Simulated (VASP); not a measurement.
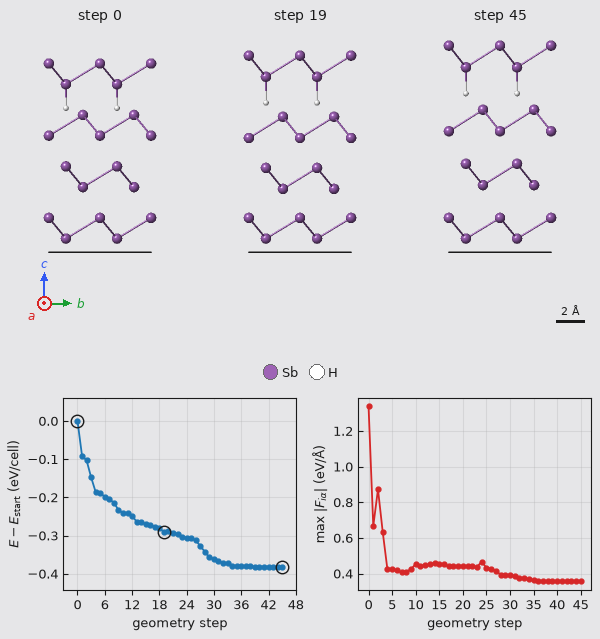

Frames of a relaxation of a slab of composition Sb8H, marked on the history of the run. The picture is a ball-and-stick view of the 2 × 2 repeat of the cell, outlined in the plane, without the vacuum, seen along the a axis.

The run lets the atoms move in a fixed cell. 2 atoms are held fixed.

All numbers below come from Kohn-Sham DFT of a periodic cell, PBE, VASP PAW PBE potentials, recommended (VASP).

The input:
```
ALGO = Fast ; DIPOL = 0.5 0.5 0.512
EDIFF = 1E-6 ; EDIFFG = -0.01
ENCUT = 520 ; GGA = PE
IBRION = 2 ; IDIPOL = 3
ISIF = 2 ; ISMEAR = 0
LASPH = True ; LCHARG = False
LDIPOL = True ; LREAL = False
LWAVE = False ; NELM = 100
NSW = 100 ; PREC = Accurate
SIGMA = 0.05
```

Command:
```bash
cat potpaw_PBE.64/Sb/POTCAR potpaw_PBE.64/H/POTCAR > POTCAR
mpirun -np 1 vasp_std > vasp.out
```

Q: Describe the path.

A: After 45 geometry steps the energy has fallen by 0.381 eV per cell of the calculation. The largest force component goes from 1.3 to 0.36 eV/Å. A Sb atom moves most: 1.31 Å along the normal (+c). Largest moves by element: Sb 1.31 Å, H 1.07 Å. The lattice vectors keep their values. Near-neighbour distances that change, for instance: H–Sb 1.750 → 1.912 Å, Sb–Sb 2.909 → 2.950 Å. From step 0 to 19: a Sb atom moves most (0.58 Å), energy −0.290 eV per cell of the calculation. From step 19 to 45: a Sb atom moves most (0.73 Å), energy −91.6 meV per cell of the calculation.
